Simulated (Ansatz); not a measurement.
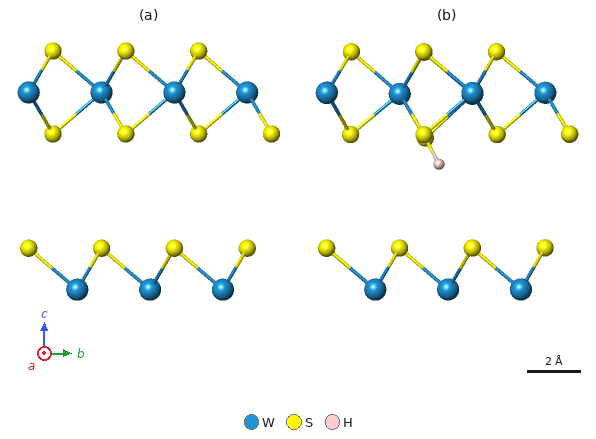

Left: perfect WS2. Right: the same region with one point defect, after relaxing the atoms in a supercell of 72 sites. Style: ball-and-stick. Shown: the atoms within 6.0 Å of one point, in a slice 5.0 Å thick across the line of sight, along the a axis.

Computed with DFT PBE, scalar-relativistic, plane waves, PAW (Ansatz 0.2.0). Settings: plane-wave cutoff 420 eV; k-point mesh 1 × 1 × 1; occupations gaussian; smearing width 0.01 eV; collinear spin. The cell is small and the k-mesh coarse, so the numbers are rough. The axes drawn are those of the host's conventional cell.

Which defect is it?

An extra hydrogen atom is put between the host's atoms (an interstitial).

The charge state of the cell is 0.

What does the relaxation do around it?

The H atom starts with 6 S at 2.81 to 2.87 Å around its place and ends with 1 S at 1.43 Å. Of the host's atoms, a sulfur atom moves furthest from its site, by 0.19 Å. The H atom itself moves 1.20 Å from where it was put. The cell's net moment is 1.00 μB. Relaxing the atoms from the host's sites lowers the energy by 0.41 eV. At a tolerance of 0.02 Å the relaxed supercell has space group Cm.
